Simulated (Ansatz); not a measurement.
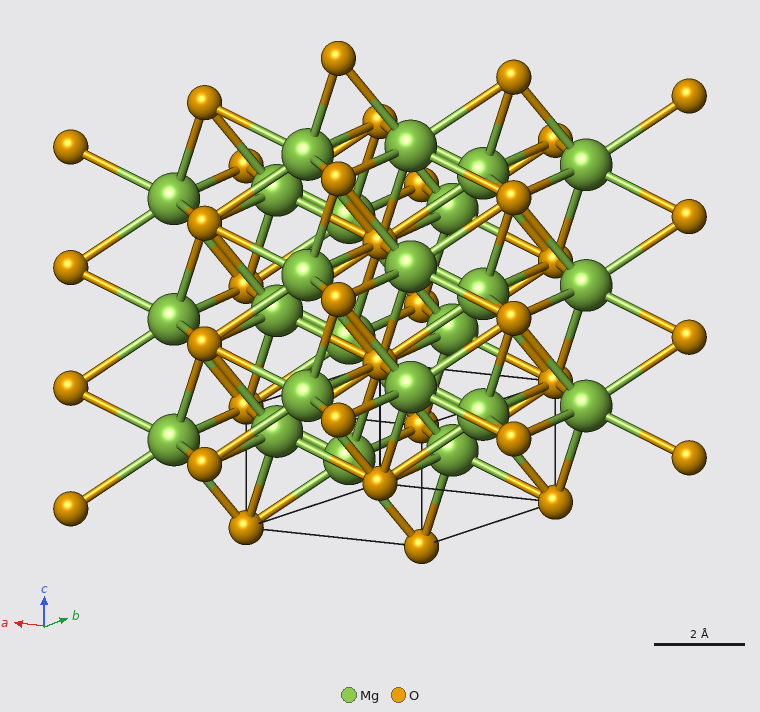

Figure 1. The structure as given in the input (ball-and-stick view of the cell of the calculation, repeated 2 × 2 × 3, seen at an oblique angle).

## Mg$_{2}$O: geometry relaxation (part 1 of 2)

System: Mg$_{2}$O (P6/mmm, 3 atoms in the cell).
Method: DFT PBE, scalar-relativistic, plane waves, PAW, no spin polarisation (Ansatz 0.2.0).

The structure was made by swapping elements on the sites of another compound; it need not be a known phase. It belongs to a series of runs on one base structure; here: TbCd2 type (P6/mmm, No. 191).

### Input
```yaml
crystal:
  lattice:
    - [4.0848572951, 0.0, 0.0]
    - [-2.0424286476, 3.5375901885, 0.0]
    - [0.0, 0.0, 2.8731423849]
  atoms:
    - { symbol: Mg, position: [0.3333333333, 0.6666666667, 0.5] }
    - { symbol: Mg, position: [0.6666666667, 0.3333333333, 0.5] }
    - { symbol: O, position: [0.0, 0.0, 0.0] }
basis:
  ecutwfc: 420
kpoints:
  mp_grid: { grid: [6, 6, 6] }
hamiltonian:
  xc: pbe
scf:
  occupations: { method: gaussian, width: 0.1 }
  lower_state_search: "off"
output:
  forces: true
  stress: true
  eigenvalues: true
relax:
  adjacent_minimum: "off"
  f_tol: 0.04
  max_steps: 70
  cell: { stress_tol: 0.4 }
```

Run on 1 thread of Intel Xeon @ 2.90GHz (Ice Lake), 192 GiB of memory available, shared host.

Launch command:
```bash
ansatz run input.yaml --threads 1 --pin off --max-ram 2560MiB --backend cpu --events-out ev --progress --plain --runs-dir out
```

### The program's output
```
Engine: ansatz 0.2.0, x86_64-unknown-linux-gnu
Pseudopotentials: kind: paw
Pseudopotential: Mg, paw, valence charge 10, recommended cutoff 420 eV (normal), Mg.paw.azcp
Pseudopotential: O, paw, valence charge 6, recommended cutoff 420 eV (normal), O.paw.azcp
Functional definition: PBE
  parameter kappa = 0.804
  parameter beta = 0.06672455060314922
  exchange = pbe_x(kappa = kappa, mu = beta*pi^2/3)
  correlation = pbe_c(beta = beta)
Crystal: 3 atoms, lattice volume = 41.518 Å³
Basis set: ecut = 420 eV, 825 PW (Γ), exchange–correlation on 60×60×40 points (8 copies of the dense FFT grid, shifted against one another)
Bands: 17, of which v1, the nominal top of the filled ones, is band 13 counted from 1 (12 counted from 0)
Symmetry: 24 space group operations
Space group: P6/mmm (ITA 191), of the structure as read, at distance tolerance 3.5e-5 Å
k-points: 28 of 216
Non-local potential: Mg, projectors of the file, l = 0: 3, l = 1: 2, l = 2: 1
Non-local potential: O, projectors of the file, l = 0: 2, l = 1: 2, l = 2: 1
PAW form: soft (Blöchl's): semilocal exchange-correlation on the pseudo side does not see the compensation charge
PAW one-centre angular grid: Mg, 110 points (default); XC on 64 Gauss nodes
PAW one-centre angular grid: O, 110 points (default); XC on 64 Gauss nodes
Initial density: superposition of atomic densities (neutral atoms: chi_scale 0, normalization atom), corrected by the library's trained network
Initial wavefunctions: pseudopotential atomic-orbital guess
Functional: x = pbe(κ = 0.804, μ = 0.2195149727645171), c = pbe(β = 0.06672455060314922)
SCF iter   1: F=—  HF=-4411.147241 eV  |F-HF|=—  |Δ(HF+E_count)|=         —  Δρ=1.31e-2  dr2=2.10e-2  ethr=1.77e-3  ⟨swp⟩=5.1  Hψ=2241  notcnv=0
preconditioner: auto → none  [metal: Δε(μ)=0.080 eV  Ē_g=9.968 eV  σ=0.100 eV  W_gap=0.39  n_scr=8 (ndim 8)  ℏωp=18.2 eV  f_vac=0.000  D(μ)=1.58/eV (n_scr^D=8)  sad-step TF]
SCF iter   2: F=—  HF=-4411.141114 eV  |F-HF|=—  |Δ(HF+E_count)|=   6.13e-3  Δρ=6.85e-3  dr2=7.73e-3  ethr=8.09e-5  ⟨swp⟩=1.3  Hψ=713  notcnv=0
SCF iter   3: F=—  HF=-4411.138662 eV  |F-HF|=—  |Δ(HF+E_count)|=   2.45e-3  Δρ=1.76e-3  dr2=9.35e-4  ethr=2.97e-5  ⟨swp⟩=2.1  Hψ=615  notcnv=0
SCF iter   4: F=—  HF=-4411.138427 eV  |F-HF|=—  |Δ(HF+E_count)|=   2.35e-4  Δρ=5.30e-4  dr2=1.06e-4  ethr=3.60e-6  ⟨swp⟩=2.4  Hψ=763  notcnv=0
SCF iter   5: F=—  HF=-4411.138410 eV  |F-HF|=—  |Δ(HF+E_count)|=   1.73e-5  Δρ=8.70e-5  dr2=2.53e-6  ethr=4.06e-7  ⟨swp⟩=1.9  Hψ=535  notcnv=0
SCF iter   6: F=—  HF=-4411.138392 eV  |F-HF|=—  |Δ(HF+E_count)|=   1.78e-5  Δρ=2.11e-5  dr2=2.18e-7  ethr=9.73e-9  ⟨swp⟩=2.2  Hψ=817  notcnv=0
SCF iter   7: F=-4411.138392 eV  HF=-4411.138392 eV  |F-HF|=2.61e-9  |Δ(HF+E_count)|=   1.53e-8  Δρ=2.92e-6  dr2=1.89e-9  ethr=3.85e-10  ⟨swp⟩=4.4  Hψ=1571  notcnv=0
SCF 1 converged in 7 iterations: F = -4411.138392 eV  dr2 = 1.89e-9
  greatest PAW one-centre occupation: 1.000 electrons in one spin orbital (limit 2), on the Mg atom at site 1 (counted from 0), in its partial waves of l = 0
relax step   1: F+E_penalty+E_count = -4411.13839179 eV  Δ(F+E_penalty+E_count) = +0.000e0 eV  max|allowed force component| = 9.869e-17 eV/Å  Δτ_max = 0.0000 Å  P = +15.093 GPa  Ω = 41.518 Å³  (7 SCF iters, dr2 threshold 1.00e-7 eV, accepted)
Crystal: 3 atoms, lattice volume = 47.087 Å³
Basis set: ecut = 420 eV, 917 PW (Γ), exchange–correlation on 60×60×40 points (8 copies of the dense FFT grid, shifted against one another)
Initial density: handed on by an earlier stage of this run
Initial wavefunctions: those handed on with the density
iter 1 solved again at ethr=6.56e-4 eV; its pass at ethr=3.10e-3 eV (dr2=1.70e-1 eV) is discarded
SCF iter   1: F=—  HF=-4411.478367 eV  |F-HF|=—  |Δ(HF+E_count)|=         —  Δρ=1.51e-2  dr2=1.70e-1  ethr=6.56e-4  ⟨swp⟩=1.0  Hψ=2915  notcnv=0
preconditioner: auto → none  [metal: Δε(μ)=0.056 eV  Ē_g=6.595 eV  σ=0.100 eV  W_gap=0.31  n_scr=8 (ndim 8)  ℏωp=15.3 eV  f_vac=0.000  D(μ)=1.68/eV (n_scr^D=8)]
SCF iter   2: F=—  HF=-4411.450313 eV  |F-HF|=—  |Δ(HF+E_count)|=   2.81e-2  Δρ=4.72e-3  dr2=1.83e-2  ethr=6.55e-4  ⟨swp⟩=2.0  Hψ=571  notcnv=0
SCF iter   3: F=—  HF=-4411.447053 eV  |F-HF|=—  |Δ(HF+E_count)|=   3.26e-3  Δρ=9.56e-4  dr2=1.72e-4  ethr=7.02e-5  ⟨swp⟩=1.4  Hψ=548  notcnv=0
SCF iter   4: F=—  HF=-4411.447178 eV  |F-HF|=—  |Δ(HF+E_count)|=   1.25e-4  Δρ=1.34e-4  dr2=4.09e-6  ethr=6.62e-7  ⟨swp⟩=2.0  Hψ=679  notcnv=0
iter 5 did not close the SCF: its close was put off for the readings that it lacked (scf_convergence_deferred on its scf_iter line)
SCF iter   5: F=-4411.447178 eV  HF=-4411.447178 eV  |F-HF|=5.52e-8  |Δ(HF+E_count)|=   4.92e-7  Δρ=1.96e-5  dr2=5.84e-8  ethr=1.57e-8  ⟨swp⟩=2.7  Hψ=857  notcnv=0
SCF iter   6: F=-4411.447178 eV  HF=-4411.447178 eV  |F-HF|=9.41e-9  |Δ(HF+E_count)|=   6.57e-8  Δρ=4.35e-6  dr2=1.21e-8  ethr=2.25e-10  ⟨swp⟩=2.1  Hψ=1681  notcnv=0
SCF 2 converged in 6 iterations: F = -4411.447178 eV  dr2 = 1.21e-8
relax step   2: F+E_penalty+E_count = -4411.44717834 eV  Δ(F+E_penalty+E_count) = -3.088e-1 eV  max|allowed force component| = 1.172e-16 eV/Å  Δτ_max = 0.0000 Å  P = +4.805 GPa  Ω = 47.087 Å³  energy of the carried Pulay correction = -9.469e-3 eV  (6 SCF iters, dr2 threshold 3.00e-7 eV, accepted)
Crystal: 3 atoms, lattice volume = 49.498 Å³
Basis set: ecut = 420 eV, 963 PW (Γ), exchange–correlation on 60×60×40 points (8 copies of the dense FFT grid, shifted against one another)
iter 1 solved again at ethr=9.43e-5 eV; its pass at ethr=3.10e-3 eV (dr2=2.45e-2 eV) is discarded
SCF iter   1: F=—  HF=-4411.517586 eV  |F-HF|=—  |Δ(HF+E_count)|=         —  Δρ=5.67e-3  dr2=2.45e-2  ethr=9.43e-5  ⟨swp⟩=1.0  Hψ=2919  notcnv=0
preconditioner: auto → none  [metal: Δε(μ)=0.008 eV  Ē_g=6.171 eV  σ=0.100 eV  W_gap=0.05  n_scr=8 (ndim 8)  ℏωp=14.9 eV  f_vac=0.000  D(μ)=2.57/eV (n_scr^D=26)]
SCF iter   2: F=—  HF=-4411.513420 eV  |F-HF|=—  |Δ(HF+E_count)|=   4.17e-3  Δρ=2.05e-3  dr2=2.99e-3  ethr=9.43e-5  ⟨swp⟩=1.0  Hψ=476  notcnv=0
SCF iter   3: F=—  HF=-4411.512868 eV  |F-HF|=—  |Δ(HF+E_count)|=   5.53e-4  Δρ=3.28e-4  dr2=1.52e-5  ethr=1.15e-5  ⟨swp⟩=1.5  Hψ=494  notcnv=0
SCF iter   4: F=—  HF=-4411.512957 eV  |F-HF|=—  |Δ(HF+E_count)|=   8.89e-5  Δρ=4.87e-5  dr2=6.85e-7  ethr=5.85e-8  ⟨swp⟩=2.0  Hψ=620  notcnv=0
iter 5 did not close the SCF: its close was put off for the readings that it lacked (scf_convergence_deferred on its scf_iter line)
SCF iter   5: F=-4411.512957 eV  HF=-4411.512957 eV  |F-HF|=1.48e-8  |Δ(HF+E_count)|=   1.78e-7  Δρ=8.99e-6  dr2=1.77e-8  ethr=2.63e-9  ⟨swp⟩=2.8  Hψ=843  notcnv=0
SCF iter   6: F=-4411.512957 eV  HF=-4411.512957 eV  |F-HF|=2.36e-11  |Δ(HF+E_count)|=   1.78e-8  Δρ=4.87e-7  dr2=6.20e-11  ethr=6.83e-11  ⟨swp⟩=2.0  Hψ=1349  notcnv=0
SCF 3 converged in 6 iterations: F = -4411.512957 eV  dr2 = 6.20e-11
relax step   3: F+E_penalty+E_count = -4411.51295673 eV  Δ(F+E_penalty+E_count) = -6.578e-2 eV  max|allowed force component| = 6.785e-17 eV/Å  Δτ_max = 0.0000 Å  P = +0.850 GPa  Ω = 49.498 Å³  energy of the carried Pulay correction = -1.289e-2 eV  (6 SCF iters, dr2 threshold 3.00e-7 eV, accepted)
Crystal: 3 atoms, lattice volume = 50.040 Å³
iter 1 solved again at ethr=2.75e-6 eV; its pass at ethr=3.10e-3 eV (dr2=7.14e-4 eV) is discarded
SCF iter   1: F=—  HF=-4411.514849 eV  |F-HF|=—  |Δ(HF+E_count)|=         —  Δρ=1.01e-3  dr2=7.90e-4  ethr=2.75e-6  ⟨swp⟩=1.9  Hψ=2775  notcnv=0
preconditioner: auto → none  [metal: Δε(μ)=0.018 eV  Ē_g=6.064 eV  σ=0.100 eV  W_gap=0.10  n_scr=8 (ndim 8)  ℏωp=14.8 eV  f_vac=0.000  D(μ)=2.61/eV (n_scr^D=26)]
SCF iter   2: F=—  HF=-4411.514709 eV  |F-HF|=—  |Δ(HF+E_count)|=   1.40e-4  Δρ=3.89e-4  dr2=9.80e-5  ethr=2.75e-6  ⟨swp⟩=1.0  Hψ=476  notcnv=0
SCF iter   3: F=—  HF=-4411.514762 eV  |F-HF|=—  |Δ(HF+E_count)|=   5.30e-5  Δρ=6.00e-5  dr2=5.38e-7  ethr=3.77e-7  ⟨swp⟩=1.5  Hψ=496  notcnv=0
iter 4 did not close the SCF: its close was put off for the readings that it lacked (scf_convergence_deferred on its scf_iter line)
SCF iter   4: F=-4411.514762 eV  HF=-4411.514762 eV  |F-HF|=1.01e-8  |Δ(HF+E_count)|=   4.20e-7  Δρ=1.05e-5  dr2=3.48e-8  ethr=2.07e-9  ⟨swp⟩=2.0  Hψ=619  notcnv=0
iter 5 did not close the SCF: its close was put off for the readings that it lacked (scf_convergence_deferred on its scf_iter line)
SCF iter   5: F=-4411.514762 eV  HF=-4411.514762 eV  |F-HF|=4.12e-10  |Δ(HF+E_count)|=   7.83e-9  Δρ=1.56e-6  dr2=5.36e-10  ethr=1.34e-10  ⟨swp⟩=2.9  Hψ=862  notcnv=0
SCF iter   6: F=-4411.514762 eV  HF=-4411.514762 eV  |F-HF|=2.73e-12  |Δ(HF+E_count)|=  4.91e-10  Δρ=8.47e-8  dr2=1.61e-12  ethr=2.06e-12  ⟨swp⟩=1.0  Hψ=1192  notcnv=0
SCF 4 converged in 6 iterations: F = -4411.514762 eV  dr2 = 1.61e-12
relax step   4: F+E_penalty+E_count = -4411.51476247 eV  Δ(F+E_penalty+E_count) = -1.806e-3 eV  max|allowed force component| = 4.934e-17 eV/Å  Δτ_max = 0.0000 Å  P = +0.074 GPa  Ω = 50.040 Å³  energy of the carried Pulay correction = -1.363e-2 eV  (6 SCF iters, dr2 threshold 3.00e-7 eV, accepted)
Initial wavefunctions: pseudopotential atomic-orbital guess (no wavefunctions were taken with the density)
iter 1 solved again at ethr=1.65e-5 eV; its pass at ethr=3.10e-3 eV (dr2=4.28e-3 eV) is discarded
SCF iter   1: F=—  HF=-4411.554821 eV  |F-HF|=—  |Δ(HF+E_count)|=         —  Δρ=1.92e-3  dr2=5.04e-4  ethr=1.65e-5  ⟨swp⟩=1.9  Hψ=3024  notcnv=0
preconditioner: auto → none  [metal: Δε(μ)=0.022 eV  Ē_g=6.057 eV  σ=0.100 eV  W_gap=0.12  n_scr=8 (ndim 8)  ℏωp=14.8 eV  f_vac=0.000  D(μ)=2.61/eV (n_scr^D=26)]
SCF iter   2: F=—  HF=-4411.555056 eV  |F-HF|=—  |Δ(HF+E_count)|=   2.35e-4  Δρ=7.87e-4  dr2=5.04e-5  ethr=1.94e-6  ⟨swp⟩=2.0  Hψ=608  notcnv=0
SCF iter   3: F=—  HF=-4411.555248 eV  |F-HF|=—  |Δ(HF+E_count)|=   1.92e-4  Δρ=1.22e-4  dr2=1.13e-6  ethr=1.94e-7  ⟨swp⟩=2.0  Hψ=616  notcnv=0
SCF iter   4: F=—  HF=-4411.555254 eV  |F-HF|=—  |Δ(HF+E_count)|=   5.40e-6  Δρ=6.29e-6  dr2=4.21e-9  ethr=4.36e-9  ⟨swp⟩=2.0  Hψ=619  notcnv=0
iter 5 did not close the SCF: its close was put off for the readings that it lacked (scf_convergence_deferred on its scf_iter line)
SCF iter   5: F=-4411.555254 eV  HF=-4411.555254 eV  |F-HF|=2.09e-11  |Δ(HF+E_count)|=   1.53e-8  Δρ=1.00e-6  dr2=3.23e-10  ethr=1.62e-11  ⟨swp⟩=2.8  Hψ=851  notcnv=0
SCF iter   6: F=-4411.555254 eV  HF=-4411.555254 eV  |F-HF|=1.55e-11  |Δ(HF+E_count)|=  1.85e-10  Δρ=2.39e-7  dr2=2.47e-11  ethr=1.24e-12  ⟨swp⟩=2.0  Hψ=1626  notcnv=0
SCF 5 converged in 6 iterations: F = -4411.555254 eV  dr2 = 2.47e-11
relax step   5: F+E_penalty+E_count = -4411.55525359 eV  Δ(F+E_penalty+E_count) = -4.049e-2 eV  max|allowed force component| = 6.168e-17 eV/Å  Δτ_max = 0.0000 Å  P = +1.201 GPa  Ω = 50.040 Å³  stress off target by 1.35e0 GPa  SCF on the basis re-selected at this cell (its energy is not comparable with the rows above)  (6 SCF iters)
basis re-selected at this cell: Δ(F+E_penalty+E_count) = -4.049e-2 eV, ΔP = +1.127 GPa vs the last step (what re-selecting the basis moved, of the pressure what is left beyond the Pulay correction that the steps carried, after the strain that the cell walked since its last selection, with what the two solves' SCF thresholds leave and, on support functions, any second-order correction that the steps lacked; it is no measure of the basis error at this ecutwfc). This SCF's stress stands 1.35e0 GPa from its target on what of the cell is left free (relax.cell.stress_tol is 4.00e-1 GPa) and its largest allowed force component is 6.17e-17 eV/Å (relax.f_tol is 4.00e-2 eV/Å): not within both, so this SCF does not close the relaxation
Crystal: 3 atoms, lattice volume = 51.286 Å³
Basis set: ecut = 420 eV, 989 PW (Γ), exchange–correlation on 60×60×40 points (8 copies of the dense FFT grid, shifted against one another)
iter 1 solved again at ethr=4.12e-5 eV; its pass at ethr=3.10e-3 eV (dr2=1.07e-2 eV) is discarded
```
